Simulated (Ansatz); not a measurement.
System: a (100) slab cut from Si (Fd-3m), 11 atoms in the cell.

```xyz
11
Lattice="3.8417 0.0000 0.0000 0.0000 3.8417 0.0000 0.0000 0.0000 28.5825" Properties=species:S:1:pos:R:3 pbc="T T T"
Si    0.0000    1.9209    7.5000
Si    0.0000    0.0000    8.8583
Si    1.9209    0.0000   10.2165
Si    1.9209    1.9209   11.5748
Si    0.0000    1.9209   12.9330
Si    0.0000    0.0000   14.2913
Si    1.9209    0.0000   15.6495
Si    1.9209    1.9209   17.0078
Si    0.0000    1.9209   18.3660
Si    0.0000    0.0000   19.7243
Si    1.9209    0.0000   21.0825
```

Level of theory: DFT PBEsol, scalar-relativistic, plane waves, PAW, no spin polarisation, 9×9×1 k mesh, 420 eV cutoff; code Ansatz 0.2.0.

What does the potential across the slab give for the work function?

The work function is 5.41 eV, the same on both faces. The two vacuum levels agree, so the slab has no net dipole along its normal. The outermost atoms are 13.6 Å apart, which leaves 15.0 Å of vacuum in a cell 28.6 Å high.

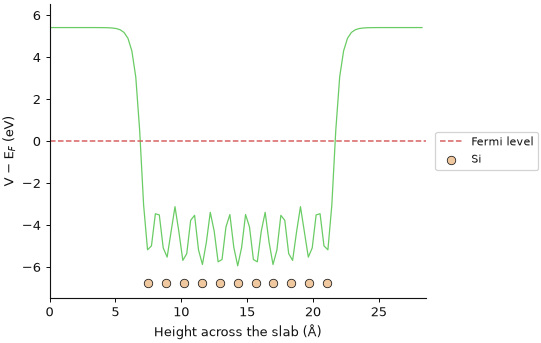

Plane-averaged electrostatic potential energy of an electron across the slab; circles at the bottom mark the heights of the atoms.
